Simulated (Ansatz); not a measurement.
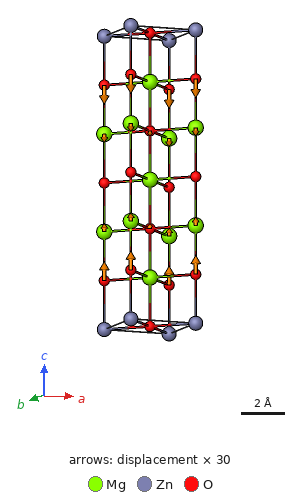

This is a relaxation of a crystal of Mg₅ZnO₆ (a generated structure, set up in P4/mmm) (coarse preliminary run). The starting structure is drawn; orange arrows show the displacements (the part carried along by the change of the cell is left out), magnified 30 times.

A ball-and-stick model of the cell of the calculation, seen from a free direction.

Theory: Ansatz 0.2.0, DFT PBE, scalar-relativistic, plane waves, PAW. Set-up: plane-wave cutoff 420 eV; k-point mesh 6 × 6 × 2; occupations gaussian; smearing width 0.1 eV; no spin polarisation; cell and atoms relaxed; force threshold 0.04 eV/Å; at most 70 steps.

> Describe the change and its energy.

The largest moves relative to the cell, 0.032 Å, are those of O atoms. Largest moves by element: O 0.032 Å, Mg 0.014 Å. Zn stays in place. The drawn cell changes as follows: a = b 3.311 → 3.019 Å (−8.8 %), c 14.048 → 12.799 Å (−8.9 %); the volume changes by −24.3 %. Among the contacts that change: Mg–O 2.341 → 2.124 Å, O–Zn 2.341 → 2.135 Å, O–Zn 2.341 → 2.165 Å. The space group stays P4/mmm (No. 123). The energy falls by 293 meV per atom in 5 accepted moves (7 points after the start). Largest force component: 0.25 eV/Å at the start, 0.011 eV/Å at the end. Pressure: −23.67 GPa at the start and −0.02 GPa at the end. The SCF was repeated twice at an unchanged geometry on a basis and grid sized afresh for the cell, which shifted the energy by 3.0 meV per atom at most. The run took 2.7 min on 1 thread of Intel(R) Xeon(R) Processor @ 2.50GHz (Skylake/Cascade Lake) (shared host), peak memory 0.51 GiB.
